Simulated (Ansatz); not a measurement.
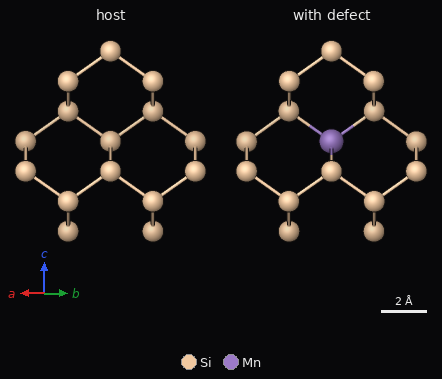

Left: perfect Si. Right: the same region with one point defect, after relaxing the atoms in a supercell of 32 sites. Style: ball-and-stick. Shown: the atoms within 4.6 Å of one point, in a slice 4.2 Å thick across the line of sight, along [110].

The calculation used DFT PBEsol, scalar-relativistic, plane waves, PAW in Ansatz 0.2.0. (plane-wave cutoff 420 eV; k-point mesh 3 × 3 × 3; occupations gaussian; smearing width 0.02 eV; collinear spin) The cell is small and the k-mesh coarse, so the numbers are rough. A uniform background neutralises the charged cell. The axes drawn are those of the host's conventional cell.

> What kind of defect was made?

A silicon atom is replaced by manganese.

The charge state of the cell is +1.

> What does the relaxation do around it?

In the host the Si atom has 4 Si at 2.35 Å; the Mn atom ends with 4 Si at 2.36 Å. Of the host's atoms, a silicon atom moves furthest from its site, by 0.02 Å. The cell's net moment is 2.00 μB.
